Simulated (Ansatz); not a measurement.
## C: geometry relaxation (part 2 of 2)

C (slab, 6 atoms in the cell); DFT PBE+D3(BJ), scalar-relativistic, plane waves, PAW, PAW set soft_1, no spin polarisation (Ansatz 0.2.0); cutoff 420 eV, 12×12×1 k-mesh, Gaussian smearing of 0.05 eV. The structure derives from an entry of the Crystallography Open Database. The input holds or restrains some coordinates. Forces given for the steps count only the free coordinates.

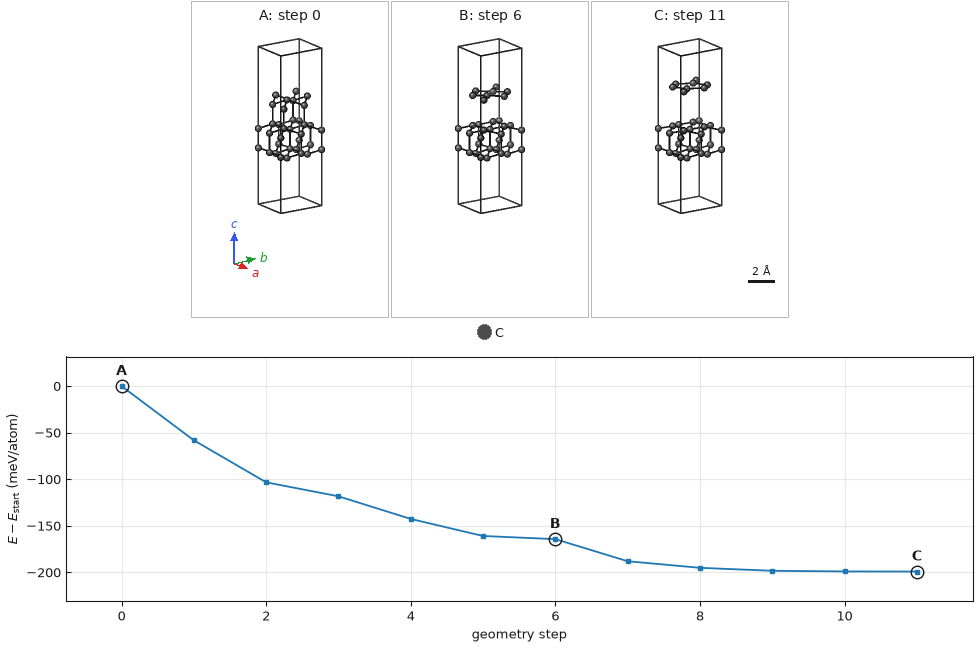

Frames of the restrained relaxation (ball-and-stick view of the 2 × 2 repeat of the cell, with the vacuum cut short, seen slightly off an axis) above the curves, on which the letters mark them (the first geometry is step 0 here and step 1 in the log).

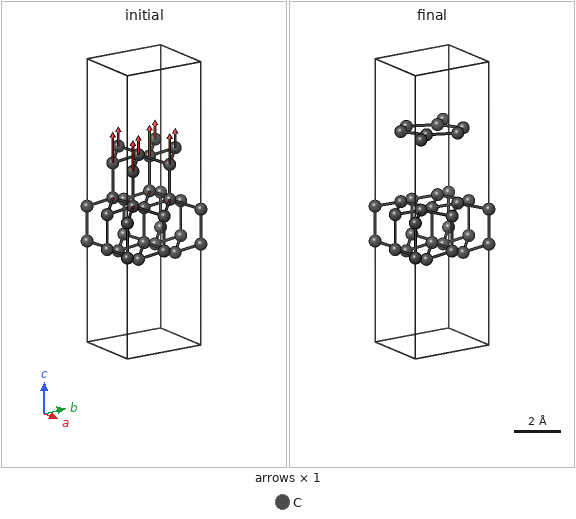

Before (left) and after (right) the restrained relaxation, at one scale (ball-and-stick view of the 2 × 2 repeat of the cell, with the vacuum cut short, seen slightly off an axis). The red arrows give the displacements, at true length. The energy falls by 199 meV per atom in 11 geometry steps. The largest force component goes from 5 to 0.0055 eV/Å. C5 moves most: 1.39 Å. The cell stays as it was. Distances before and after: C4–C5 1.540 → 3.094 Å, C5–C6 1.540 → 1.452 Å, C3–C4 1.540 → 1.493 Å. Bonds break: C4–C5 (1.54 → 3.09 Å). Among the angles that change: C6–C5–C6 109.5° → 120.0°, C2–C3–C4 109.5° → 103.4°, C4–C3–C4 109.5° → 114.8°. (Atoms are counted from 1 in the order of the input.)

```
SCF converged after 8 iterations
Free energy (F): -1502.404575 eV
Harris-Foulkes:  -1502.404575 eV  (|F-HF|=3.10e-8)
Internal energy: -1502.403927 eV  (E = F + TS)
E sigma→0 (E₀):  -1502.404251 eV
Entropy (-TS):   -0.000648 eV (-0.108 meV/atom)
Fermi energy:    1.023821 eV
Dipole field:    D = 0.083439 V/Å  (p = 0.047042 e·Å, saw-weighted, corrected)
Work function:   Φ+ = 4.3974 eV   Φ− = 5.9511 eV
Levels:          The Fermi level and band energies are counted from a zero that moves with the ramp; work functions are not
--- Per-component energies (eV) ---
  E_band       = -186.227552
  E_kinetic    = 524.895561
  E_local      = -11011.194459  (includes V_loc(G=0)·N_el)
  E_nonlocal   = 140.054274
  E_hartree    = 5276.062288
  E_xc         = -280.866928
  E_vxc        = -346.062346  (∫ρ·V_xc dr)
  E_paw        = -599.132253  (= ΣΔE_a)
  E_vpaw       = -45.348676  (= ΣTr[D̂ρ^β])
  E_aug_tail   = 0.000115  (compensation charges beyond the density's cutoff)
  E_efield     = 0.001963  (sawtooth field / dipole correction)
  E_vefield    = -0.695619  (∫n·V_field dr)
  E_ewald      = 4448.597950
  E_disp       = -0.822440  (pairwise vdW)
  E_smearing   = -0.000648  (= −TS)
  E_closure    = 0.000000  (closes the sum)
  Σ components = -1502.404575   (vs F -1502.404575, Δ=0.00e0)
--- Forces (eV/Å), atoms counted from 1 ---
  atom   1  C      0.00000000     0.00000000     3.51696019
  atom   2  C      0.00000000    -0.00000000    -7.83850496
  atom   3  C      0.00000000     0.00000000     4.31991404
  atom   4  C      0.00000000    -0.00000000    -0.00298004
  atom   5  C      0.00000000     0.00000000    -0.00089136
  atom   6  C      0.00000000    -0.00000000     0.00545955
  max |Σ_I F_I| component: 4.26e-5 eV/Å
--- Band table (eV; the first three rows and the last of 19) ---
  k-point 0: bands = ["-20.1338", "-18.0732", "-16.2231", "-9.0915", "-6.2209", "-2.0944", "-2.0944", "-2.0753", "-2.0753", "-1.5280", "0.1095", "0.1095", "3.1916", "4.9245", "6.5660", "7.2884", "7.9915", "7.9915"]
  k-point 1: bands = ["-19.9651", "-17.9149", "-16.0649", "-8.9412", "-6.0373", "-2.8988", "-2.7165", "-2.4437", "-2.3950", "-1.4421", "-0.5071", "-0.1629", "3.1883", "5.1271", "6.7704", "7.3947", "8.1061", "8.4078"]
  k-point 2: bands = ["-19.4613", "-17.4420", "-15.5925", "-8.5154", "-5.4987", "-4.7698", "-4.3148", "-3.2428", "-3.1436", "-2.3612", "-0.8396", "-0.8260", "2.9600", "5.7352", "7.3180", "7.6455", "8.3841", "8.8462"]
  k-point 18: bands = ["-13.7254", "-11.9984", "-11.4463", "-11.4440", "-11.2561", "-9.6139", "-9.1530", "-8.2419", "-7.2565", "-4.4445", "0.2274", "0.9086", "1.0569", "1.3978", "9.7891", "10.2601", "10.7833", "11.8475"]
--- Relaxed structure (12 steps of the walk, 12 accepted, 0 SCFs on fresh bases) ---
  F+E_penalty+E_count = -1502.40457541 eV   max|allowed force component| = 5.460e-3 eV/Å
  atoms:
    - { symbol: C, position: [0.33333333333333337, 0.6666666666666667, 0.37592495139999993] }
    - { symbol: C, position: [0.0, 0.0, 0.4034971844] }
    - { symbol: C, position: [0.0, 0.0, 0.48621388349999994] }
    - { symbol: C, position: [0.6666666666666667, 0.33333333333333337, 0.5047657710866972] }
    - { symbol: C, position: [0.6666666666666667, 0.33333333333333337, 0.6709440059087656] }
    - { symbol: C, position: [0.33333333333333337, 0.6666666666666667, 0.6712155443226263] }
```

### Trajectory as extended XYZ (Å, eV, eV/Å), 12 frames, from step=1 to step=12
```
6
Lattice="2.5152 0.0000 0.0000 -1.2576 2.1782 0.0000 0.0000 0.0000 18.6207" Properties=species:S:1:pos:R:3:forces:R:3 step=1 energy=-1501.21033
C     0.0000    1.4522    7.0000    0.0000   0.0000   3.6434
C     0.0000    0.0000    7.5134    0.0000   0.0000  -4.9621
C     0.0000    0.0000    9.0537    0.0000   0.0000   1.8631
C     1.2576    0.7261    9.5671    0.0000   0.0000  -1.8630
C     1.2576    0.7261   11.1073    0.0000   0.0000   4.9620
C     0.0000    1.4522   11.6207    0.0000   0.0000  -3.6435
6
Lattice="2.5152 0.0000 0.0000 -1.2576 2.1782 0.0000 0.0000 0.0000 18.6207" Properties=species:S:1:pos:R:3:forces:R:3 step=2 energy=-1501.55919
C     0.0000    1.4522    7.0000    0.0000   0.0000   3.3818
C     0.0000    0.0000    7.5134    0.0000   0.0000  -4.8981
C     0.0000    0.0000    9.0537    0.0000   0.0000   1.6148
C     1.2576    0.7261    9.5517    0.0000   0.0000  -1.7787
C     1.2576    0.7261   11.1272    0.0000   0.0000   2.9453
C     0.0000    1.4522   11.5214    0.0000   0.0000  -1.2640
6
Lattice="2.5152 0.0000 0.0000 -1.2576 2.1782 0.0000 0.0000 0.0000 18.6207" Properties=species:S:1:pos:R:3:forces:R:3 step=3 energy=-1501.82985
C     0.0000    1.4522    7.0000    0.0000   0.0000   3.3277
C     0.0000    0.0000    7.5134    0.0000   0.0000  -5.4684
C     0.0000    0.0000    9.0537    0.0000   0.0000   3.1100
C     1.2576    0.7261    9.5360    0.0000   0.0000  -1.2296
C     1.2576    0.7261   11.3221    0.0000   0.0000   0.7673
C     0.0000    1.4522   11.5964    0.0000   0.0000  -0.5084
6
Lattice="2.5152 0.0000 0.0000 -1.2576 2.1782 0.0000 0.0000 0.0000 18.6207" Properties=species:S:1:pos:R:3:forces:R:3 step=4 energy=-1501.91980
C     0.0000    1.4522    7.0000    0.0000   0.0000   3.2237
C     0.0000    0.0000    7.5134    0.0000   0.0000  -6.1568
C     0.0000    0.0000    9.0537    0.0000   0.0000   2.7502
C     1.2576    0.7261    9.4762    0.0000   0.0000  -0.5058
C     1.2576    0.7261   11.3875    0.0000   0.0000   0.4082
C     0.0000    1.4522   11.5733    0.0000   0.0000   0.2835
6
Lattice="2.5152 0.0000 0.0000 -1.2576 2.1782 0.0000 0.0000 0.0000 18.6207" Properties=species:S:1:pos:R:3:forces:R:3 step=5 energy=-1502.06564
C     0.0000    1.4522    7.0000    0.0000   0.0000   3.1591
C     0.0000    0.0000    7.5134    0.0000   0.0000  -7.3061
C     0.0000    0.0000    9.0537    0.0000   0.0000   2.8849
C     1.2576    0.7261    9.3950    0.0000   0.0000   0.1655
C     1.2576    0.7261   11.5825    0.0000   0.0000   0.3617
C     0.0000    1.4522   11.6528    0.0000   0.0000   0.7334
6
Lattice="2.5152 0.0000 0.0000 -1.2576 2.1782 0.0000 0.0000 0.0000 18.6207" Properties=species:S:1:pos:R:3:forces:R:3 step=6 energy=-1502.17543
C     0.0000    1.4522    7.0000    0.0000   0.0000   3.1709
C     0.0000    0.0000    7.5134    0.0000   0.0000  -7.6990
C     0.0000    0.0000    9.0537    0.0000   0.0000   3.2085
C     1.2576    0.7261    9.3733    0.0000   0.0000   0.4763
C     1.2576    0.7261   11.7367    0.0000   0.0000   0.0489
C     0.0000    1.4522   11.7630    0.0000   0.0000   0.7936
6
Lattice="2.5152 0.0000 0.0000 -1.2576 2.1782 0.0000 0.0000 0.0000 18.6207" Properties=species:S:1:pos:R:3:forces:R:3 step=7 energy=-1502.19579
C     0.0000    1.4522    7.0000    0.0000   0.0000   3.4877
C     0.0000    0.0000    7.5134    0.0000   0.0000  -7.2816
C     0.0000    0.0000    9.0537    0.0000   0.0000   4.3022
C     1.2576    0.7261    9.4438    0.0000   0.0000  -0.8276
C     1.2576    0.7261   11.8236    0.0000   0.0000   1.4351
C     0.0000    1.4522   11.9594    0.0000   0.0000  -1.1125
6
Lattice="2.5152 0.0000 0.0000 -1.2576 2.1782 0.0000 0.0000 0.0000 18.6207" Properties=species:S:1:pos:R:3:forces:R:3 step=8 energy=-1502.33812
C     0.0000    1.4522    7.0000    0.0000   0.0000   3.3675
C     0.0000    0.0000    7.5134    0.0000   0.0000  -7.8019
C     0.0000    0.0000    9.0537    0.0000   0.0000   3.9139
C     1.2576    0.7261    9.3884    0.0000   0.0000   0.1734
C     1.2576    0.7261   12.0183    0.0000   0.0000   0.1208
C     0.0000    1.4522   12.0384    0.0000   0.0000   0.2282
6
Lattice="2.5152 0.0000 0.0000 -1.2576 2.1782 0.0000 0.0000 0.0000 18.6207" Properties=species:S:1:pos:R:3:forces:R:3 step=9 energy=-1502.38049
C     0.0000    1.4522    7.0000    0.0000   0.0000   3.4174
C     0.0000    0.0000    7.5134    0.0000   0.0000  -7.8752
C     0.0000    0.0000    9.0537    0.0000   0.0000   4.0643
C     1.2576    0.7261    9.3873    0.0000   0.0000   0.2204
C     1.2576    0.7261   12.2086    0.0000   0.0000  -0.1584
C     0.0000    1.4522   12.2061    0.0000   0.0000   0.3315
6
Lattice="2.5152 0.0000 0.0000 -1.2576 2.1782 0.0000 0.0000 0.0000 18.6207" Properties=species:S:1:pos:R:3:forces:R:3 step=10 energy=-1502.39957
C     0.0000    1.4522    7.0000    0.0000   0.0000   3.5028
C     0.0000    0.0000    7.5134    0.0000   0.0000  -7.8025
C     0.0000    0.0000    9.0537    0.0000   0.0000   4.2990
C     1.2576    0.7261    9.4013    0.0000   0.0000  -0.0673
C     1.2576    0.7261   12.3455    0.0000   0.0000   0.0427
C     0.0000    1.4522   12.3546    0.0000   0.0000   0.0252
6
Lattice="2.5152 0.0000 0.0000 -1.2576 2.1782 0.0000 0.0000 0.0000 18.6207" Properties=species:S:1:pos:R:3:forces:R:3 step=11 energy=-1502.40377
C     0.0000    1.4522    7.0000    0.0000   0.0000   3.5118
C     0.0000    0.0000    7.5134    0.0000   0.0000  -7.8274
C     0.0000    0.0000    9.0537    0.0000   0.0000   4.3123
C     1.2576    0.7261    9.3997    0.0000   0.0000  -0.0216
C     1.2576    0.7261   12.4378    0.0000   0.0000   0.0109
C     0.0000    1.4522   12.4440    0.0000   0.0000   0.0141
6
Lattice="2.5152 0.0000 0.0000 -1.2576 2.1782 0.0000 0.0000 0.0000 18.6207" Properties=species:S:1:pos:R:3:forces:R:3 step=12 energy=-1502.40458
C     0.0000    1.4522    7.0000    0.0000   0.0000   3.5170
C     0.0000    0.0000    7.5134    0.0000   0.0000  -7.8385
C     0.0000    0.0000    9.0537    0.0000   0.0000   4.3199
C     1.2576    0.7261    9.3991    0.0000   0.0000  -0.0030
C     1.2576    0.7261   12.4935    0.0000   0.0000  -0.0009
C     0.0000    1.4522   12.4985    0.0000   0.0000   0.0055
```

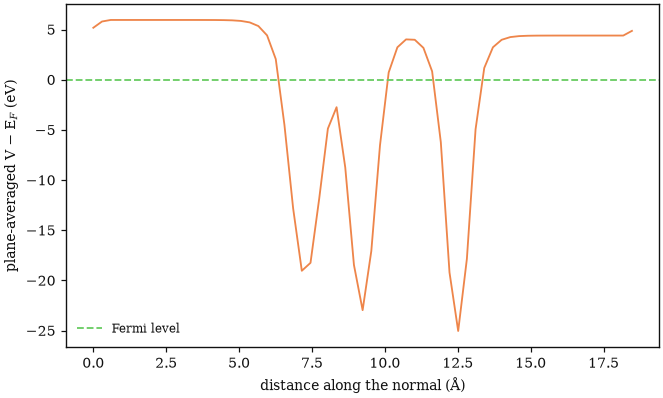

Plane average of the electrostatic potential energy of an electron across the cell, from the Fermi level. The vacuum level lies 4.40 eV above the Fermi level on the upper side and 5.95 eV on the lower.

The run was set up as follows.

### Input
```yaml
crystal:
  lattice:
    - [2.5152111456, 0.0, 0.0]
    - [-1.2576055728, 2.178236748, 0.0]
    - [0.0, 0.0, 18.6207379266]
  atoms:
    - { symbol: C, position: [0.3333333333, 0.6666666667, 0.3759249514] }
    - { symbol: C, position: [0.0, 0.0, 0.4034971844] }
    - { symbol: C, position: [0.0, 0.0, 0.4862138835] }
    - { symbol: C, position: [0.6666666667, 0.3333333333, 0.5137861165] }
    - { symbol: C, position: [0.6666666667, 0.3333333333, 0.5965028156] }
    - { symbol: C, position: [0.3333333333, 0.6666666667, 0.6240750486] }
basis:
  ecutwfc: 420
kpoints:
  mp_grid: { grid: [12, 12, 1] }
hamiltonian:
  xc: pbe
  pseudopotentials: { kind: paw, azcp: { folder: soft_1 } }
  dispersion: d3bj
scf:
  occupations: { method: gaussian, width: 0.05 }
output:
  forces: true
  eigenvalues: true
relax:
  adjacent_minimum: "off"
  f_tol: 0.03
  max_steps: 50
  constraints: [{ sites: [0, 1, 2] }]
efield:
  axis: 3
  dipole_correction: true
  ramp_width: 0.04
```

Run as:
```bash
ansatz run input.yaml --threads 2 --pin off --max-ram 6144MiB --backend cpu --events-out ev --progress --plain --runs-dir out
```

### Key numbers

- outcome: converged under the restraints of the input
- electrons treated: 24
- free energy: −1502.4046 eV
- work function, top face: 4.40 eV
- work function, bottom face: 5.95 eV
- Fermi energy: 1.024 eV
- gap on the k-point mesh: 0.09 eV
- final volume: 102.02 Å³
- work function (upper face): 4.40 eV
- largest force (length of the vector) at the end, held atoms and coordinates included: 7.839 eV/Å
- hardware: 2 threads of Arm Neoverse V2, 24 GiB of memory available, shared host
- wall time: 27 s (CPU time 53 s)
- peak memory: 0.31 GiB
